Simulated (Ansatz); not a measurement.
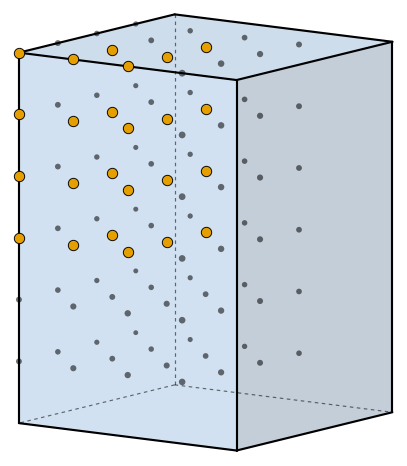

The Γ-centred 4×4×6 k-point mesh of a calculation on BaTiO3 (DFT, PAW plane waves, r2scan+U in Ansatz 0.2.0), folded into the first Brillouin zone of the 10-atom cell that was run; each point of the zone's surface is drawn once. One point of each star is marked in colour. Space group P4mm.

```
CELL_PARAMETERS angstrom
3.99215 3.99215 0.00000
3.99215 -3.99215 0.00000
0.00000 0.00000 4.01551
ATOMIC_POSITIONS crystal
Ba 0.00000 0.00000 0.00000
Ba 0.50000 0.50000 0.00000
Ti 0.00000 0.50000 0.50210
Ti 0.50000 0.00000 0.50210
O 0.00000 0.50000 0.98470
O 0.50000 0.00000 0.98470
O 0.25000 0.25000 0.51300
O 0.75000 0.75000 0.51300
O 0.25000 0.75000 0.51300
O 0.75000 0.25000 0.51300
```

To how many irreducible points do the crystal's point group and time reversal reduce the mesh (magnetic order left aside)?

24 of 96.

List one member of each star with its weight, in the reciprocal vectors of this cell.

```csv
k₁,k₂,k₃,weight
0,0,0,1
0,0,1/6,2
1/4,0,0,4
1/4,0,1/6,8
1/4,1/4,0,4
1/4,1/4,1/6,8
0,0,1/3,2
1/2,0,0,2
1/4,0,1/3,8
1/2,0,1/6,4
1/2,1/4,0,4
1/4,1/4,1/3,8
1/2,1/4,1/6,8
1/2,0,1/3,4
0,0,1/2,1
1/2,1/2,0,1
1/2,1/4,1/3,8
1/2,1/2,1/6,2
1/4,0,1/2,4
1/4,1/4,1/2,4
1/2,1/2,1/3,2
1/2,0,1/2,2
1/2,1/4,1/2,4
1/2,1/2,1/2,1
```

How fine is the mesh?

Spacing |bᵢ|/nᵢ = 0.278, 0.278, 0.261 1/Å (2π included).
